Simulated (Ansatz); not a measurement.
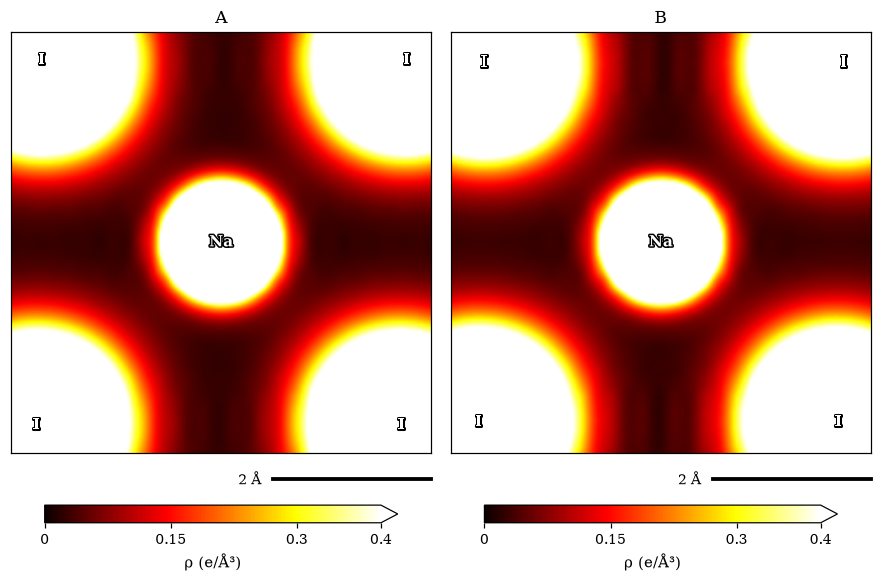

NaI. The valence electron density of two cells that differ in size, on the (101) plane of each (indices in the axes of the calculation cell), at one length scale and on one colour scale: A has 34.4 Å³ an atom and B 32.9.

These are results of DFT PBE, scalar-relativistic, plane waves, PAW in Ansatz 0.2.0, not measurements.

In a PAW calculation such maps are meaningful between the atoms, not at the nuclei.

The larger cell:

```xyz
2
Lattice="0.0000 3.2364 3.2849 3.2364 0.0000 3.2849 3.2364 3.2364 0.0000" Properties=species:S:1:pos:R:3 pbc="T T T"
Na    0.0000    0.0000    0.0000
I     3.2364    3.2364    3.2849
```

The smaller cell: a = 4.543 Å, b = 4.543 Å, c = 4.508 Å, α = 60.25°, β = 60.25°, γ = 59.50°.

Question: What changes from the larger cell to the smaller?

Answer: From the larger cell to the smaller, Na–I goes from 3.24 to 3.19 Å, and the density at its midpoint from 0.13 to 0.14 e/Å³; the pressure goes from 0.2 to 1.0 GPa; the Kohn–Sham gap goes from 3.6 eV to 3.7 eV.
